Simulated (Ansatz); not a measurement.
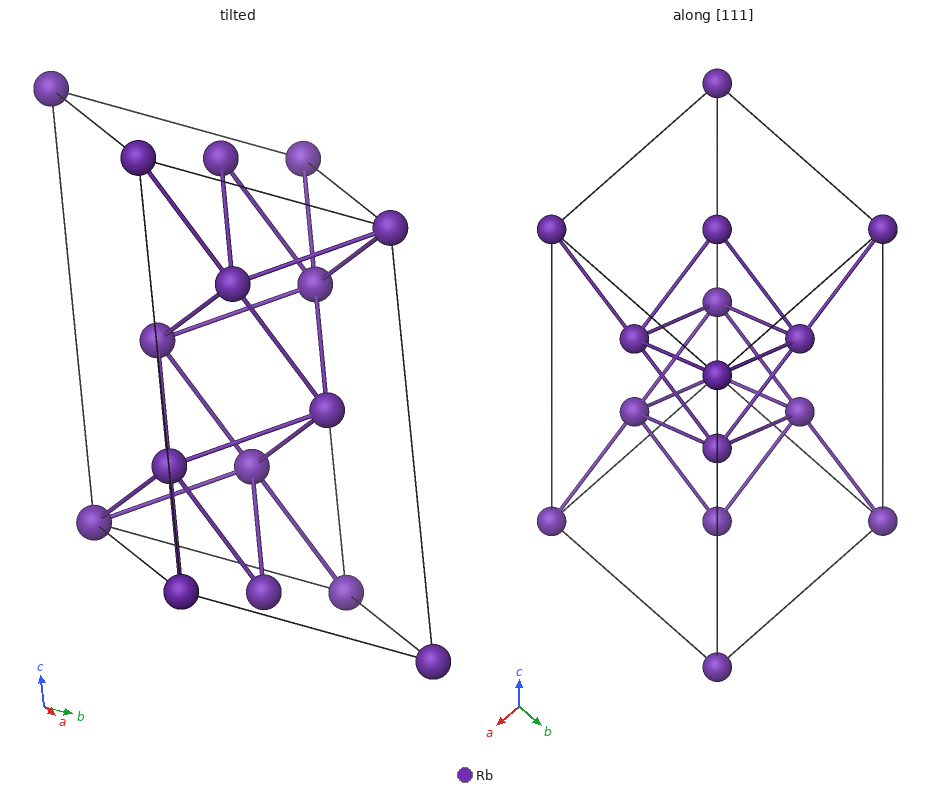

Drawn in the ball-and-stick manner and seen slightly off an axis and along [111]. Lines trace the edges of the unit cell. Cell: a = 8.075 Å, b = 8.077 Å, c = 12.489 Å, α = 108.42°, β = 108.59°, γ = 90.52°.

Describe the arrangement of the atoms.

- The element is rubidium.
- Strictly the space group is P-1 (No. 2, within 0.01 Å). It is a distorted form of a body-centred cubic structure, space group Im-3m (No. 229) within 0.25 Å: body-centred cubic (W type).
- The cell holds eight atoms.
- Rb is linked to eight Rb in a cubic arrangement at about 4.9 Å.
- The bonds build a three-dimensional framework.

The structure comes from a structure listed in the Materials Project. Atoms and cell were optimised with DFT PBE, scalar-relativistic, plane waves, PAW (Ansatz 0.2.0).
